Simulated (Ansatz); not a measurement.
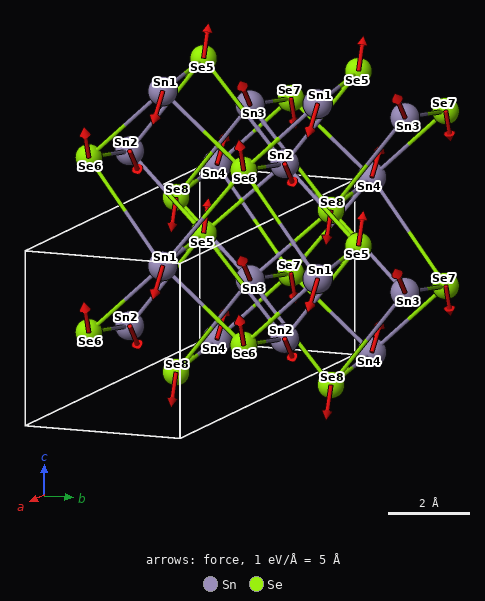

Starting geometry of a crystal of SnSe (set up in Pnma) with the computed forces as red arrows. A ball-and-stick model of the cell of the calculation, repeated 1 × 2 × 2 with one cell outlined, seen slightly off an axis.

The run lets cell and atoms move.

Theory: Kohn-Sham DFT of a periodic cell, r2SCAN, Ansatz PAW (Ansatz).

The input:
```yaml
crystal:
  lattice:
    - [11.42, 0.0, 0.0]
    - [0.0, 4.19, 0.0]
    - [0.0, 0.0, 4.46]
  atoms:
    - { symbol: Sn, position: [0.877, 0.75, 0.909] }
    - { symbol: Sn, position: [0.623, 0.25, 0.409] }
    - { symbol: Sn, position: [0.377, 0.75, 0.591] }
    - { symbol: Sn, position: [0.123, 0.25, 0.091] }
    - { symbol: Se, position: [0.643, 0.75, 0.984] }
    - { symbol: Se, position: [0.857, 0.25, 0.484] }
    - { symbol: Se, position: [0.143, 0.75, 0.516] }
    - { symbol: Se, position: [0.357, 0.25, 0.016] }
hamiltonian:
  xc: r2scan
  pseudopotentials: { kind: paw }
kpoints:
  mp_grid: { grid: [3, 6, 6] }
scf:
  occupations: { method: fermi_dirac, width: 0.05 }
output:
  forces: true
  stress: true
relax:
  f_tol: 0.01
  max_steps: 40
  cell: { stress_tol: 0.05 }
```

Launched with:
```bash
ansatz run input.yaml --threads 2 --pin off --max-ram 5120MiB --backend cpu --events-out ev --progress --plain --runs-dir out
```

> What follows when this structure is relaxed?

It isn't relaxed: the largest force vector, on Sn atoms, is 0.20 eV/Å. The final displacements follow the starting forces only in part (cosine between the two patterns 0.59). The largest moves relative to the cell, 0.16 Å, are those of Sn1, Sn2, Sn3 and Sn4. Sn2 goes roughly along −c. Largest moves by element: Sn 0.16 Å, Se 0.06 Å. The volume changes by +6.1 %, with a 11.420 → 11.682 Å (+2.3 %), b 4.190 → 4.125 Å (−1.5 %), c 4.460 → 4.698 Å (+5.3 %). Some distances before and after: Sn1–Se6 3.319 → 3.556 Å, Sn1–Se5 2.693 → 2.760 Å, Sn1–Se6 (another image) 2.834 → 2.769 Å. Bond angles that change, for instance: Sn1–Se6–Sn2 99.4° → 104.0°. The space group stays Pnma (No. 62). After 6 accepted moves (7 points after the start) the energy has fallen by 14.8 meV per atom. The largest force component goes from 0.17 to 0.0021 eV/Å. Pressure: 1.31 GPa at the start and 0.01 GPa at the end. The SCF was repeated once at an unchanged geometry on a basis and grid sized afresh for the cell, which shifted the energy by 0.1 meV per atom at most.
